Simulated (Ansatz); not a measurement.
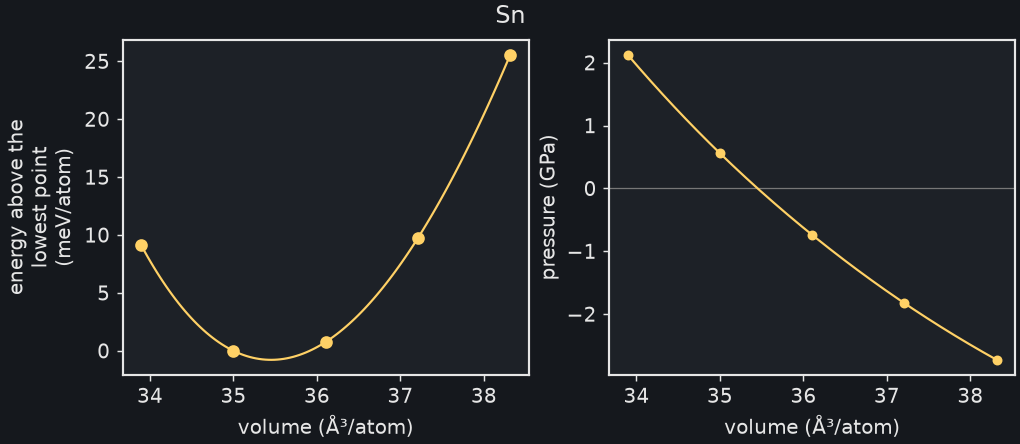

Plotted: energy above the lowest point and pressure against volume for Sn, space group Fd-3m (No. 227) (one of a set of cubic test structures, which need not be the stable phase).

Computed with Ansatz 0.2.0 development build: equation of state of a cubic crystal from periodic Kohn-Sham density functional theory without spin, third-order Birch-Murnaghan fit to the free energies; pressure corrected for the finite basis. Level: r2SCAN.

```csv
setting,value
structure type,diamond
atoms in cell,2
space group number,227
lattice centring,face-centred primitive
k mesh,9×9×9
occupation method,Fermi–Dirac
occupation width,0.1 eV
wave cutoff,500 eV
datasets,soft-1 PAW
density tolerance,1e-07 eV
bands,18
density cutoff ratio,4
search for lower states,default
```

### How stiff is the solid, and where is its volume at rest?

A third-order Birch–Murnaghan fit gives V0 = 35.45 Å³/atom, B0 = 42.5 GPa and B′ = 4.9.

### Read off the course of the pressure.

It falls from 2.128 GPa at volume 33.90 Å³/atom to −2.728 GPa at 38.32 Å³/atom, and changes sign near 35.5 Å³/atom.
